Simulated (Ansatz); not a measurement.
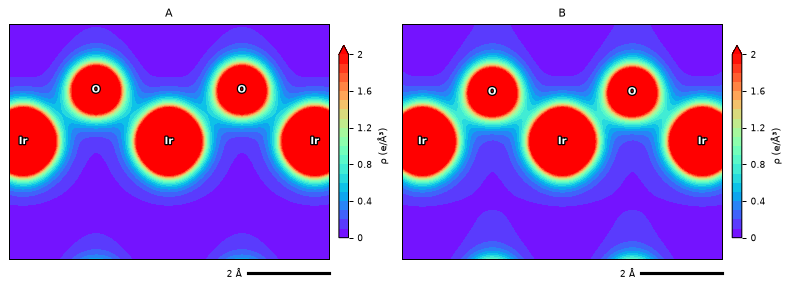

IrO. The valence electron density of two cells that differ in size, on the (11̄0) plane of each (indices in the axes of the calculation cell), at one length scale and on one colour scale: A has 16.3 Å³ an atom and B 14.4.

Space group F-43m; started from the zinc blende prototype, which need not be the ambient phase; computed without spin polarisation.

These are results of DFT PBE, scalar-relativistic, plane waves, PAW (Ansatz 0.2.0), not measurements.

The density is the valence pseudo-density of a PAW calculation; it isn't the true density close to the nuclei.

The larger cell:

```yaml
crystal:
  lattice:
    - [0.00000, 2.53417, 2.53417]
    - [2.53417, 0.00000, 2.53417]
    - [2.53417, 2.53417, 0.00000]
  atoms:
    - { symbol: Ir, position: [0.00000, 0.00000, 0.00000] }
    - { symbol: O, position: [0.25000, 0.25000, 0.25000] }
```

The smaller cell: a = 3.439 Å, b = 3.439 Å, c = 3.439 Å, α = 60.00°, β = 60.00°, γ = 60.00°.

**What does the compression do to the bonding and the properties?**

From the larger cell to the smaller, Ir–O goes from 2.19 to 2.11 Å, and the density at its midpoint from 0.62 to 0.75 e/Å³; the pressure goes from −21 to −9 GPa.
